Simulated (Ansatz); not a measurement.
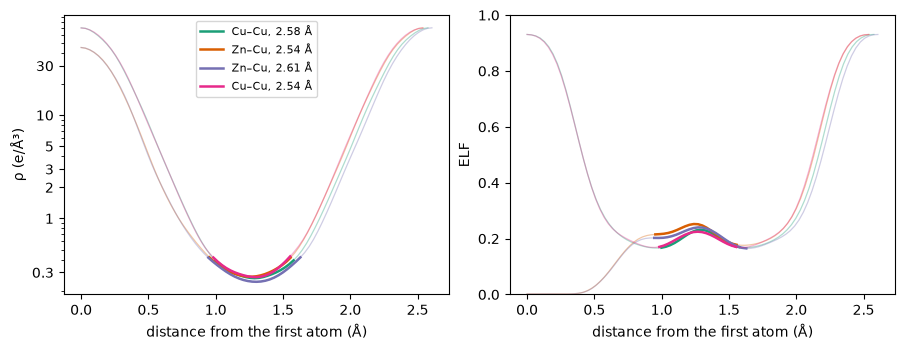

The picture shows: ZnCu25 (cell with a defect). Valence charge density (pseudo) and ELF along straight lines between neighbouring atoms. Thin, pale parts lie inside the atomic spheres.

Computed without spin polarisation.

Computed with Ansatz 0.2.0, DFT PBE, scalar-relativistic, plane waves, PAW.

The density is the valence pseudo-density of a PAW calculation; it isn't the true density close to the nuclei.

```
Zn Cu
1.0
    -5.44462   -5.44462    0.00000
     0.00000   -5.44462    5.44462
    -5.44462    0.00000    5.44462
Zn Cu
1 25
Direct
  0.34275 0.00000 0.00000
  0.99519 0.00000 0.00000
  0.66630 0.32975 0.00018
  0.33469 0.33353 0.00089
  0.99958 0.33359 0.99996
  0.66911 0.66647 0.99911
  0.33314 0.66641 0.00004
  0.99623 0.67025 0.99982
  0.66630 0.00018 0.32975
  0.33469 0.00089 0.33353
  0.99958 0.99996 0.33359
  0.66671 0.33304 0.33304
  0.33356 0.33330 0.33330
  0.99891 0.33379 0.33379
  0.66593 0.67052 0.32948
  0.33424 0.66644 0.33356
  0.99918 0.66741 0.33259
  0.66911 0.99911 0.66647
  0.33314 0.00004 0.66641
  0.99623 0.99982 0.67025
  0.66593 0.32948 0.67052
  0.33424 0.33356 0.66644
  0.99918 0.33259 0.66741
  0.66648 0.66621 0.66621
  0.33278 0.66696 0.66696
  0.00017 0.66670 0.66670
```

Question: What can be read from the curves?

Answer: Cu–Cu (2.58 Å): the density is about 0.26 e/Å³ at the midpoint; the ELF is about 0.25 at the midpoint; no shared electron pair shows on this line.
Zn–Cu (2.54 Å): the density is about 0.27 e/Å³ at the midpoint; the ELF is about 0.25 at the midpoint (no localised pair shows between them).
Zn–Cu (2.61 Å): ρ at the midpoint is about 0.24 e/Å³; the ELF is about 0.25 at the midpoint (no shared electron pair shows on this line).
Cu–Cu (2.54 Å): ρ at the midpoint is about 0.27 e/Å³; the ELF is about 0.20 at the midpoint: no shared electron pair shows on this line.
